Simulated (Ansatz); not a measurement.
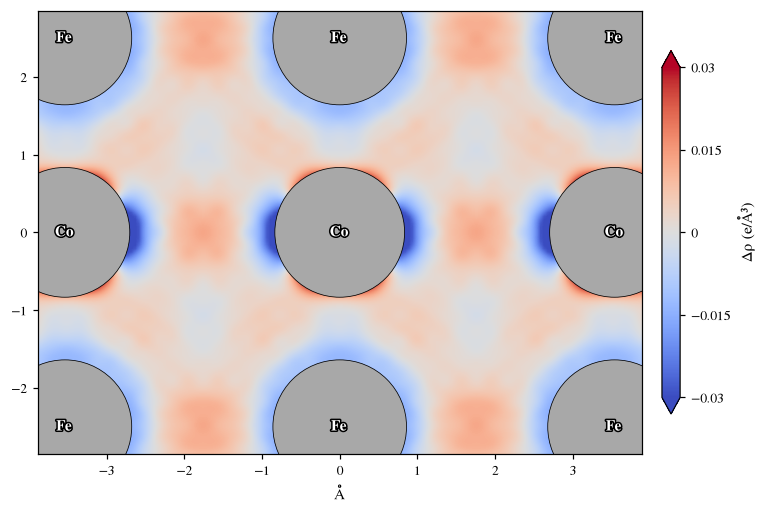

FeCo3. Difference of the valence pseudo-densities of two functionals at the same geometry, on the (101) plane of the calculation cell: one of PBEsol and r2SCAN less the other.

Space group Pm-3m; a structure from a database of computed crystals, not necessarily the ambient phase; spin-polarised.

Both computed with Ansatz (plane waves, PAW), on the same k-point mesh. Grey discs cover the atomic cores.

```xyz
4
Lattice="3.5357 0.0000 0.0000 0.0000 3.5357 0.0000 0.0000 0.0000 3.5357" Properties=species:S:1:pos:R:3 pbc="T T T"
Fe    0.0000    0.0000    0.0000
Co    1.7679    1.7679    0.0000
Co    1.7679    0.0000    1.7679
Co    0.0000    1.7679    1.7679
```

> Which was subtracted from which, and what does the map show?

It is r2SCAN less PBEsol. Against PBEsol, r2SCAN gives less density around Fe (−0.009 e/Å³ on average at 1.0 Å from the nucleus), less density around Co (−0.006 e/Å³ on average at 1.0 Å from the nucleus) and more density in the space between the atoms (+0.007 e/Å³ on average).
